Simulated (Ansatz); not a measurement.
ZrSe₂ (space group P-3m1, No. 164). Coordinates: a calculation's input that goes back to an entry of the Crystallography Open Database (an earlier step may have relaxed or displaced it).

```cif
data_structure
_symmetry_space_group_name_H-M 'P-3m1'
_symmetry_Int_Tables_number 164
_cell_length_a 3.7980
_cell_length_b 3.7980
_cell_length_c 6.1920
_cell_angle_alpha 90.000
_cell_angle_beta 90.000
_cell_angle_gamma 120.000
_cell_volume 77.35
loop_
_atom_site_label
_atom_site_type_symbol
_atom_site_symmetry_multiplicity
_atom_site_Wyckoff_symbol
_atom_site_fract_x
_atom_site_fract_y
_atom_site_fract_z
_atom_site_occupancy
Zr1 Zr 1 a 0.00000 0.00000 0.00000 1
Se1 Se 2 d 0.33333 0.66667 0.25000 1
```

Describe how the polyhedra about Zr are linked (bonds: Se–Zr below 3 Å).

Zr: ZrSe6 octahedron, sharing edges with six neighbours.

They form layers of edge-sharing octahedra parallel to (001).

Centre to centre across a shared edge: 3.80 Å.

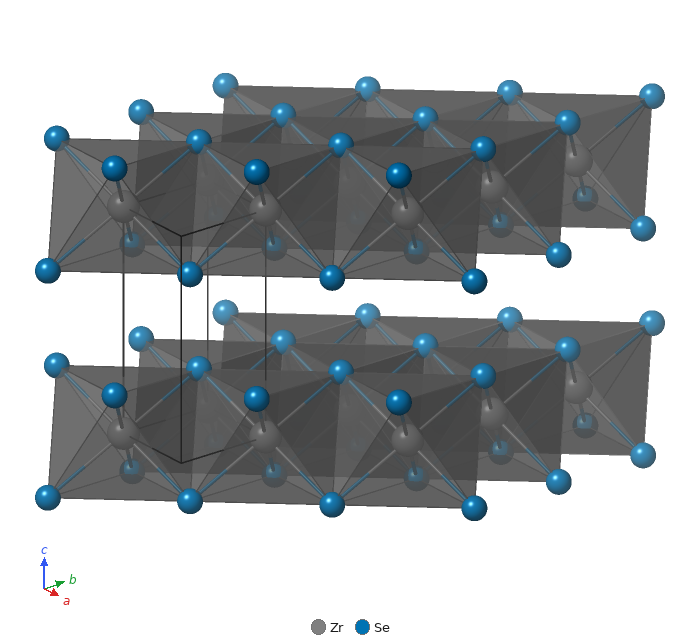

Polyhedra are drawn about Zr (bonds: Se–Zr below 3 Å); other atoms are plain spheres.
